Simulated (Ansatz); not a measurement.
## Run report: W13Se29, geometry relaxation (part 3 of 3)

W13Se29 (defect cell, 42 atoms in the cell); DFT PBE+D3(BJ), scalar-relativistic, plane waves, PAW, no spin polarisation (Ansatz 0.2.0); cutoff 420 eV, 2×2×2 k-mesh, Gaussian smearing of 0.01 eV. The structure derives from an entry of the Crystallography Open Database.

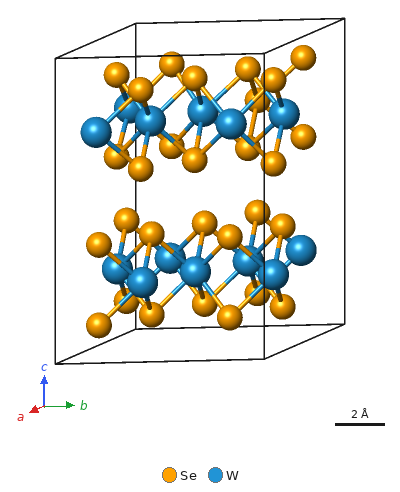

**Figure 1.** The geometry at step 3 of the log (ball-and-stick view of the cell of the calculation, seen slightly off an axis).

## Output, continued
```
--- Relaxed structure (5 steps of the walk, 5 accepted, 0 SCFs on fresh bases) ---
  F+E_penalty+E_count = -293642.81977826 eV   max|allowed force component| = 1.835e-2 eV/Å
  atoms:
    - { symbol: Se, position: [0.09593925046083202, 0.6196755048668029, 0.7498984759454428] }
    - { symbol: W, position: [0.3932196903772005, 0.47238120638937703, 0.749958158230751] }
    - { symbol: W, position: [0.9513402170682417, 0.17731636805682155, 0.7499668742986584] }
    - { symbol: W, position: [0.6512253682204805, 0.322054712335287, 0.7499716470547176] }
    - { symbol: W, position: [0.2430040818471388, 0.06414612900547746, 0.749973831052077] }
    - { symbol: W, position: [0.7980350041876612, 0.7639807801065678, 0.7499780920225801] }
    - { symbol: W, position: [0.5380036548768522, 0.917289297259673, 0.7499500551533816] }
    - { symbol: W, position: [0.3336756116825664, 0.6669763979848604, 0.24993380401357168] }
    - { symbol: W, position: [0.6195911077345118, 0.524074445777236, 0.2499258229349862] }
    - { symbol: W, position: [0.1909788698358824, 0.23862705002090953, 0.24992763791933248] }
    - { symbol: W, position: [0.9052415424655587, 0.38138444905726976, 0.24992648368654594] }
    - { symbol: W, position: [0.47643932966707636, 0.09547428695275154, 0.24992555250245266] }
    - { symbol: W, position: [0.04812273807310008, 0.8098607908237914, 0.2499247880622106] }
    - { symbol: W, position: [0.7623431699777067, 0.9527599836814299, 0.24992892641552553] }
    - { symbol: Se, position: [0.09565369574598276, 0.6194009741133804, 0.3819056553243985] }
    - { symbol: Se, position: [0.3817452500671699, 0.4768861207613774, 0.381708369457684] }
    - { symbol: Se, position: [0.9527978425355048, 0.19097031450503976, 0.3816408016701495] }
    - { symbol: Se, position: [0.6671001320321658, 0.3333240895751942, 0.381704375858214] }
    - { symbol: Se, position: [0.23817971287884543, 0.04798675523961769, 0.38170608485053636] }
    - { symbol: Se, position: [0.8101190059817183, 0.762285151944328, 0.3816236859703803] }
    - { symbol: Se, position: [0.5241093841527942, 0.9049633377537694, 0.3816366941197885] }
    - { symbol: Se, position: [0.3463052229413099, 0.669807254362682, 0.8791843808246321] }
    - { symbol: Se, position: [0.6260808648991685, 0.5230479037123554, 0.8838672989746121] }
    - { symbol: Se, position: [0.19224638181780285, 0.2462501699363504, 0.8838815928825852] }
    - { symbol: Se, position: [0.8956273142677329, 0.3690715254848268, 0.8791748838972534] }
    - { symbol: Se, position: [0.46909183783572256, 0.08924851678543272, 0.8839097211906992] }
    - { symbol: Se, position: [0.045512817088339874, 0.8197595440972301, 0.879185040872403] }
    - { symbol: Se, position: [0.7624423607984769, 0.9528681008717249, 0.8869037395006505] }
    - { symbol: Se, position: [0.09567539544838854, 0.6193972431393886, 0.11794310774436878] }
    - { symbol: Se, position: [0.3817393552045878, 0.47690116014223605, 0.11815268346521755] }
    - { symbol: Se, position: [0.9527947573576603, 0.19096927736630603, 0.11821316043714475] }
    - { symbol: Se, position: [0.6671068665901558, 0.33332596511454693, 0.11814518937600504] }
    - { symbol: Se, position: [0.23817134571337303, 0.047984589723481436, 0.11813992543864152] }
    - { symbol: Se, position: [0.8101267590035648, 0.7622957376853673, 0.11822598426839188] }
    - { symbol: Se, position: [0.5240975393566053, 0.9049396270698395, 0.11822422957422168] }
    - { symbol: Se, position: [0.3463319561168535, 0.6698032091381866, 0.6207156994739338] }
    - { symbol: Se, position: [0.6260810424197536, 0.5230545767564878, 0.6160785348749966] }
    - { symbol: Se, position: [0.19225033180510487, 0.24623369288957803, 0.6160509586904553] }
    - { symbol: Se, position: [0.8956281462203398, 0.36907237446598096, 0.6207549268327278] }
    - { symbol: Se, position: [0.4690721006276493, 0.08924647606317618, 0.6160346925016309] }
    - { symbol: Se, position: [0.045510913949285026, 0.8197508082409071, 0.6207478045057891] }
    - { symbol: Se, position: [0.7624673054691363, 0.952856216442954, 0.6130225368302514] }
```

## Trajectory as extended XYZ (Å, eV, eV/Å), 5 frames, from step=1 to step=5
```
42
Lattice="8.1975 -2.8397 0.0000 -6.5580 -5.6794 0.0000 0.0000 0.0000 -12.7885" Properties=species:S:1:pos:R:3:forces:R:3 step=1 energy=-293641.99120
Se   -3.2488   -3.8305   -9.5683    0.1414  -0.3403  -0.5443
W     0.0000   -3.7863   -9.5914    1.3400   0.1055   0.5822
W     6.5580   -3.7863   -9.5914    0.4981   0.6970  -0.0546
W     3.2790   -3.7863   -9.5914   -0.8668   1.1535   0.0640
W     1.6395   -0.9466   -9.5914   -0.5903  -1.5800  -0.0041
W     1.6395   -6.6260   -9.5914   -0.9061  -0.0677  -0.1543
W    -1.6395   -6.6260   -9.5914    0.4442  -0.4214   0.2915
W    -1.6395   -4.7329   -3.1971    0.0056  -0.0019  -0.0127
W     1.6395   -4.7329   -3.1971    0.0019  -0.0087  -0.0133
W     0.0000   -1.8931   -3.1971   -0.0069   0.0143  -0.0056
W     4.9185   -4.7329   -3.1971   -0.0047   0.0001   0.0035
W     3.2790   -1.8931   -3.1971    0.0041  -0.0070  -0.0116
W    -4.9185   -4.7329   -3.1971   -0.0006  -0.0061   0.0165
W     0.0000   -7.5726   -3.1971    0.0012   0.0022  -0.0070
Se   -3.2790   -3.7863   -4.8815   -0.0255   0.0125   0.0837
Se    0.0000   -3.7863   -4.8815    0.0015  -0.0028  -0.0029
Se    6.5580   -3.7863   -4.8815   -0.0180  -0.0033  -0.0418
Se    3.2790   -3.7863   -4.8815    0.0233  -0.0077  -0.0366
Se    1.6395   -0.9466   -4.8815   -0.0052   0.0204  -0.0330
Se    1.6395   -6.6260   -4.8815    0.0171  -0.0166  -0.0392
Se   -1.6395   -6.6260   -4.8815    0.0025  -0.0030  -0.0083
Se   -1.5554   -4.7078  -11.2837   -0.1899  -0.6707  -0.1868
Se    1.6395   -4.7329  -11.2758    0.1545  -0.1708   0.0792
Se    0.0000   -1.8931  -11.2758   -0.1994  -0.0686   0.0995
Se    4.8944   -4.7343  -11.2414    0.2338   0.4138  -0.4669
Se    3.2790   -1.8931  -11.2758    0.1475   0.1621   0.0916
Se   -4.9736   -4.8299  -11.3117   -0.1086   0.6050  -0.0068
Se    0.0000   -7.5726  -11.2758   -0.0687  -0.0056   0.0189
Se   -3.2790   -3.7863   -1.5127   -0.0020   0.0006   0.0014
Se    0.0000   -3.7863   -1.5127   -0.0074  -0.0121   0.0177
Se    6.5580   -3.7863   -1.5127   -0.0172  -0.0010   0.0413
Se    3.2790   -3.7863   -1.5127    0.0188  -0.0028   0.0326
Se    1.6395   -0.9466   -1.5127   -0.0040   0.0000   0.0037
Se    1.6395   -6.6260   -1.5127    0.0010  -0.0081   0.0224
Se   -1.6395   -6.6260   -1.5127    0.0071   0.0119   0.0331
Se   -1.6537   -4.6961   -7.7902    0.9142  -0.7644  -0.9060
Se    1.6395   -4.7329   -7.9070    0.0045  -0.1504  -0.0299
Se    0.0000   -1.8931   -7.9070   -0.1092   0.1013  -0.0435
Se    4.8967   -4.8193   -7.9638    0.1367   1.3644   0.6019
Se    3.2790   -1.8931   -7.9070    0.1766   0.0456  -0.0574
Se   -4.8598   -4.7263   -7.9507   -1.1229  -0.3697   0.5390
Se    0.0000   -7.5726   -7.9070   -0.0230  -0.0201   0.0433
42
Lattice="8.1975 -2.8397 0.0000 -6.5580 -5.6794 0.0000 0.0000 0.0000 -12.7885" Properties=species:S:1:pos:R:3:forces:R:3 step=2 energy=-293642.73634
Se   -3.2594   -3.8191   -9.5532    0.0152  -0.0306  -0.2220
W     0.1227   -3.7856   -9.5793   -0.3080   0.0320  -0.1576
W     6.6029   -3.7124   -9.5981    0.3217  -0.0940   0.0385
W     3.2168   -3.6851   -9.5936    0.1394  -0.3637  -0.0356
W     1.5845   -1.0631   -9.6000    0.2255   0.3640  -0.0134
W     1.5397   -6.6316   -9.5984    0.0327   0.3195   0.0063
W    -1.5919   -6.6990   -9.5793   -0.2000  -0.4417  -0.1730
W    -1.6385   -4.7338   -3.1970    0.0138  -0.0109   0.0187
W     1.6412   -4.7343   -3.1982   -0.0089   0.0073   0.0119
W    -0.0019   -1.8913   -3.1977    0.0095  -0.0026   0.0049
W     4.9184   -4.7309   -3.1954    0.0050   0.0270   0.0099
W     3.2794   -1.8941   -3.1981    0.0027  -0.0120   0.0121
W    -4.9204   -4.7342   -3.1945   -0.0209  -0.0054  -0.0029
W     0.0005   -7.5731   -3.1976   -0.0020  -0.0080   0.0075
Se   -3.2823   -3.7849   -4.8727    0.0271  -0.0165  -0.1222
Se    0.0005   -3.7864   -4.8814    0.0049  -0.0089  -0.0060
Se    6.5554   -3.7864   -4.8855    0.0042  -0.0015   0.0426
Se    3.2819   -3.7873   -4.8851   -0.0112   0.0149   0.0217
Se    1.6388   -0.9444   -4.8839   -0.0070  -0.0158   0.0197
Se    1.6416   -6.6285   -4.8850   -0.0115   0.0036   0.0393
Se   -1.6390   -6.6265   -4.8825    0.0018   0.0109   0.0148
Se   -1.5383   -4.7774  -11.2507   -0.0580   0.1019   0.0510
Se    1.6725   -4.7574  -11.2878    0.1895   0.0457  -0.1595
Se   -0.0369   -1.9196  -11.2883   -0.0896  -0.1883  -0.2154
Se    4.9063   -4.6583  -11.2462   -0.0432  -0.0036  -0.0037
Se    3.2970   -1.8555  -11.2878   -0.2018   0.1883  -0.1947
Se   -5.0043   -4.7959  -11.2714    0.0913  -0.0110   0.1796
Se   -0.0131   -7.5738  -11.3189    0.0368  -0.0303  -0.3205
Se   -3.2790   -3.7863   -1.5127    0.0053  -0.0044   0.0504
Se    0.0001   -3.7873   -1.5123    0.0144  -0.0049  -0.0112
Se    6.5563   -3.7857   -1.5085    0.0104   0.0020  -0.0338
Se    3.2803   -3.7863   -1.5096   -0.0094   0.0139  -0.0164
Se    1.6390   -0.9479   -1.5123   -0.0130  -0.0056   0.0161
Se    1.6389   -6.6267   -1.5102   -0.0016  -0.0008  -0.0170
Se   -1.6387   -6.6254   -1.5103   -0.0028  -0.0028  -0.0409
Se   -1.5290   -4.7920   -7.9053   -0.1223   0.2300   0.0144
Se    1.6636   -4.7607   -7.8898    0.3763  -0.0065   0.1561
Se   -0.0276   -1.8946   -7.8912   -0.1474  -0.3071   0.1719
Se    4.9033   -4.6687   -7.9549   -0.0008   0.1248   0.2163
Se    3.2920   -1.8690   -7.8917   -0.2433   0.2792   0.1973
Se   -4.9846   -4.7826   -7.9531   -0.0716  -0.1209   0.1592
Se   -0.0014   -7.5795   -7.8594    0.0477  -0.0682   0.2849
42
Lattice="8.1975 -2.8397 0.0000 -6.5580 -5.6794 0.0000 0.0000 0.0000 -12.7885" Properties=species:S:1:pos:R:3:forces:R:3 step=3 energy=-293642.81760
Se   -3.2812   -3.7932   -9.5895    0.0203   0.0035  -0.0022
W     0.1243   -3.8065   -9.5913    0.0406   0.1229   0.0116
W     6.6406   -3.7108   -9.5917   -0.0805   0.0256   0.0154
W     3.2345   -3.6774   -9.5905   -0.1286  -0.0257   0.0059
W     1.5676   -1.0475   -9.5927    0.0724  -0.1160   0.0087
W     1.5302   -6.6061   -9.5913    0.0309  -0.0445   0.0024
W    -1.6056   -6.7415   -9.5915    0.0516   0.0664   0.0207
W    -1.6388   -4.7339   -3.1967   -0.0084  -0.0045  -0.0064
W     1.6414   -4.7359   -3.1960   -0.0016   0.0040   0.0017
W    -0.0005   -1.8969   -3.1958    0.0066   0.0038   0.0003
W     4.9178   -4.7365   -3.1959    0.0072   0.0031  -0.0058
W     3.2788   -1.8943   -3.1957   -0.0007  -0.0011   0.0009
W    -4.9169   -4.7349   -3.1959   -0.0010  -0.0025  -0.0032
W     0.0008   -7.5746   -3.1958   -0.0018  -0.0034  -0.0013
Se   -3.2792   -3.7884   -4.8849    0.0081  -0.0021   0.0051
Se    0.0018   -3.7909   -4.8811    0.0007  -0.0068  -0.0107
Se    6.5570   -3.7898   -4.8791   -0.0001   0.0061  -0.0126
Se    3.2813   -3.7866   -4.8802    0.0024   0.0022  -0.0160
Se    1.6373   -0.9478   -4.8802   -0.0043  -0.0032  -0.0123
Se    1.6416   -6.6293   -4.8802   -0.0059  -0.0012  -0.0039
Se   -1.6395   -6.6269   -4.8797    0.0082  -0.0020  -0.0085
Se   -1.5523   -4.7917  -11.2429   -0.0240   0.0063  -0.0091
Se    1.7062   -4.7500  -11.3010    0.0024   0.0264  -0.0097
Se   -0.0382   -1.9482  -11.3048    0.0177  -0.0107   0.0145
Se    4.9253   -4.6398  -11.2436    0.0092  -0.0067  -0.0014
Se    3.2593   -1.8376  -11.3024   -0.0215  -0.0108  -0.0136
Se   -5.0028   -4.7816  -11.2469   -0.0122  -0.0034   0.0109
Se    0.0019   -7.5784  -11.3428   -0.0006  -0.0076  -0.0113
Se   -3.2775   -3.7890   -1.5093   -0.0048   0.0015   0.0175
Se    0.0016   -3.7917   -1.5114   -0.0009  -0.0030   0.0122
Se    6.5564   -3.7896   -1.5123    0.0046   0.0039   0.0085
Se    3.2815   -3.7867   -1.5109    0.0008   0.0004   0.0094
Se    1.6369   -0.9480   -1.5111    0.0005  -0.0001   0.0083
Se    1.6420   -6.6296   -1.5114   -0.0079   0.0029   0.0010
Se   -1.6391   -6.6258   -1.5126    0.0047  -0.0071   0.0096
Se   -1.5551   -4.7904   -7.9376    0.0036  -0.0066  -0.0098
Se    1.7043   -4.7496   -7.8798    0.0129   0.0202  -0.0034
Se   -0.0365   -1.9470   -7.8790    0.0049  -0.0163  -0.0133
Se    4.9253   -4.6405   -7.9367    0.0138   0.0039  -0.0126
Se    3.2585   -1.8365   -7.8797   -0.0201  -0.0102  -0.0007
Se   -5.0048   -4.7824   -7.9375    0.0004  -0.0032   0.0016
Se    0.0014   -7.5789   -7.8393    0.0006  -0.0040   0.0007
42
Lattice="8.1975 -2.8397 0.0000 -6.5580 -5.6794 0.0000 0.0000 0.0000 -12.7885" Properties=species:S:1:pos:R:3:forces:R:3 step=4 energy=-293642.81978
Se   -3.2774   -3.7918   -9.5901   -0.0006   0.0015  -0.0027
W     0.1255   -3.7995   -9.5908    0.0052   0.0132  -0.0032
W     6.6358   -3.7086   -9.5910   -0.0067   0.0164  -0.0003
W     3.2264   -3.6784   -9.5910   -0.0122  -0.0056   0.0000
W     1.5714   -1.0544   -9.5910    0.0099  -0.0042  -0.0006
W     1.5317   -6.6052   -9.5911   -0.0120  -0.0179   0.0012
W    -1.6053   -6.7374   -9.5907    0.0183  -0.0024  -0.0037
W    -1.6387   -4.7356   -3.1963    0.0006   0.0017  -0.0002
W     1.6422   -4.7359   -3.1962   -0.0021  -0.0029   0.0003
W     0.0006   -1.8976   -3.1962   -0.0012   0.0009   0.0004
W     4.9196   -4.7367   -3.1962   -0.0017  -0.0020   0.0003
W     3.2795   -1.8952   -3.1962    0.0005  -0.0012   0.0006
W    -4.9166   -4.7362   -3.1962    0.0013   0.0023   0.0005
W     0.0011   -7.5760   -3.1962    0.0016   0.0016   0.0003
Se   -3.2779   -3.7895   -4.8840    0.0009  -0.0007  -0.0015
Se    0.0019   -3.7925   -4.8815    0.0002  -0.0014  -0.0010
Se    6.5582   -3.7903   -4.8806   -0.0001   0.0011   0.0005
Se    3.2826   -3.7875   -4.8814    0.0002   0.0008  -0.0018
Se    1.6378   -0.9489   -4.8815    0.0000  -0.0004  -0.0020
Se    1.6419   -6.6298   -4.8804   -0.0012  -0.0010   0.0000
Se   -1.6384   -6.6280   -4.8806    0.0014  -0.0003   0.0001
Se   -1.5538   -4.7875  -11.2435   -0.0031   0.0004  -0.0006
Se    1.7022   -4.7485  -11.3033   -0.0011   0.0063  -0.0044
Se   -0.0390   -1.9445  -11.3035    0.0042  -0.0037  -0.0027
Se    4.9216   -4.6394  -11.2433    0.0013  -0.0026  -0.0013
Se    3.2601   -1.8390  -11.3039   -0.0050  -0.0018   0.0002
Se   -5.0029   -4.7850  -11.2435    0.0028   0.0031  -0.0013
Se    0.0012   -7.5769  -11.3422    0.0007   0.0001   0.0020
Se   -3.2777   -3.7895   -1.5083   -0.0007  -0.0005  -0.0003
Se    0.0018   -3.7926   -1.5110    0.0013  -0.0009   0.0010
Se    6.5582   -3.7903   -1.5118    0.0000   0.0012  -0.0012
Se    3.2827   -3.7875   -1.5109   -0.0001   0.0011   0.0010
Se    1.6377   -0.9489   -1.5108    0.0004  -0.0011   0.0007
Se    1.6419   -6.6299   -1.5119   -0.0013  -0.0002  -0.0010
Se   -1.6383   -6.6278   -1.5119    0.0011  -0.0015  -0.0004
Se   -1.5535   -4.7876   -7.9380   -0.0038   0.0005   0.0026
Se    1.7021   -4.7485   -7.8787    0.0007   0.0055   0.0066
Se   -0.0388   -1.9444   -7.8784    0.0036  -0.0033   0.0036
Se    4.9216   -4.6394   -7.9385    0.0011  -0.0004   0.0037
Se    3.2600   -1.8389   -7.8782   -0.0046  -0.0035   0.0031
Se   -5.0029   -4.7849   -7.9384    0.0003   0.0019   0.0026
Se    0.0015   -7.5769   -7.8396    0.0000  -0.0003  -0.0011
42
Lattice="8.1975 -2.8397 0.0000 -6.5580 -5.6794 0.0000 0.0000 0.0000 -12.7885" Properties=species:S:1:pos:R:3:forces:R:3 step=5 energy=-293642.81978
Se   -3.2774   -3.7918   -9.5901   -0.0005   0.0015  -0.0027
W     0.1255   -3.7995   -9.5908    0.0052   0.0131  -0.0032
W     6.6358   -3.7086   -9.5910   -0.0068   0.0165  -0.0003
W     3.2264   -3.6784   -9.5910   -0.0122  -0.0056   0.0000
W     1.5714   -1.0544   -9.5910    0.0099  -0.0042  -0.0006
W     1.5317   -6.6052   -9.5911   -0.0119  -0.0179   0.0012
W    -1.6053   -6.7374   -9.5907    0.0184  -0.0024  -0.0037
W    -1.6387   -4.7356   -3.1963    0.0006   0.0018  -0.0002
W     1.6422   -4.7359   -3.1962   -0.0021  -0.0029   0.0003
W     0.0006   -1.8976   -3.1962   -0.0012   0.0009   0.0004
W     4.9196   -4.7367   -3.1962   -0.0017  -0.0020   0.0003
W     3.2795   -1.8952   -3.1962    0.0005  -0.0012   0.0006
W    -4.9166   -4.7362   -3.1962    0.0013   0.0023   0.0005
W     0.0011   -7.5760   -3.1962    0.0016   0.0016   0.0003
Se   -3.2779   -3.7895   -4.8840    0.0009  -0.0007  -0.0015
Se    0.0019   -3.7925   -4.8815    0.0002  -0.0014  -0.0010
Se    6.5582   -3.7903   -4.8806   -0.0001   0.0011   0.0004
Se    3.2826   -3.7875   -4.8814    0.0002   0.0008  -0.0018
Se    1.6378   -0.9489   -4.8815    0.0000  -0.0004  -0.0020
Se    1.6419   -6.6298   -4.8804   -0.0012  -0.0010   0.0000
Se   -1.6384   -6.6280   -4.8806    0.0014  -0.0003   0.0001
Se   -1.5538   -4.7875  -11.2435   -0.0032   0.0004  -0.0006
Se    1.7022   -4.7485  -11.3033   -0.0010   0.0062  -0.0044
Se   -0.0390   -1.9445  -11.3035    0.0042  -0.0037  -0.0028
Se    4.9216   -4.6394  -11.2433    0.0013  -0.0026  -0.0013
Se    3.2601   -1.8390  -11.3039   -0.0050  -0.0019   0.0002
Se   -5.0029   -4.7850  -11.2435    0.0027   0.0031  -0.0013
Se    0.0012   -7.5769  -11.3422    0.0007   0.0002   0.0021
Se   -3.2777   -3.7895   -1.5083   -0.0007  -0.0005  -0.0003
Se    0.0018   -3.7926   -1.5110    0.0013  -0.0009   0.0010
Se    6.5582   -3.7903   -1.5118    0.0000   0.0012  -0.0012
Se    3.2827   -3.7875   -1.5109   -0.0001   0.0011   0.0009
Se    1.6377   -0.9489   -1.5108    0.0004  -0.0011   0.0007
Se    1.6419   -6.6299   -1.5119   -0.0013  -0.0002  -0.0010
Se   -1.6383   -6.6278   -1.5119    0.0011  -0.0015  -0.0004
Se   -1.5535   -4.7876   -7.9380   -0.0038   0.0005   0.0026
Se    1.7021   -4.7485   -7.8787    0.0007   0.0055   0.0066
Se   -0.0388   -1.9444   -7.8784    0.0036  -0.0033   0.0037
Se    4.9216   -4.6394   -7.9385    0.0011  -0.0004   0.0038
Se    3.2600   -1.8389   -7.8782   -0.0046  -0.0035   0.0031
Se   -5.0029   -4.7849   -7.9384    0.0003   0.0020   0.0026
Se    0.0015   -7.5769   -7.8396    0.0000  -0.0002  -0.0011
```

## Results in brief

```tsv
quantity	value
outcome	converged
electrons treated	646
free energy	−293642.8198 eV
Fermi energy	13.399 eV
gap on the k-point mesh	0.20 eV
final volume	833.56 Å³
largest force (length of the vector) at the end	0.021 eV/Å
hardware	8 threads of AMD EPYC (Zen 3), 189 GiB of memory available, shared host
wall time	5.1 min (CPU time 37 min)
peak memory	9.8 GiB
```

## Notes

Spin–orbit coupling is left out, which matters for W.
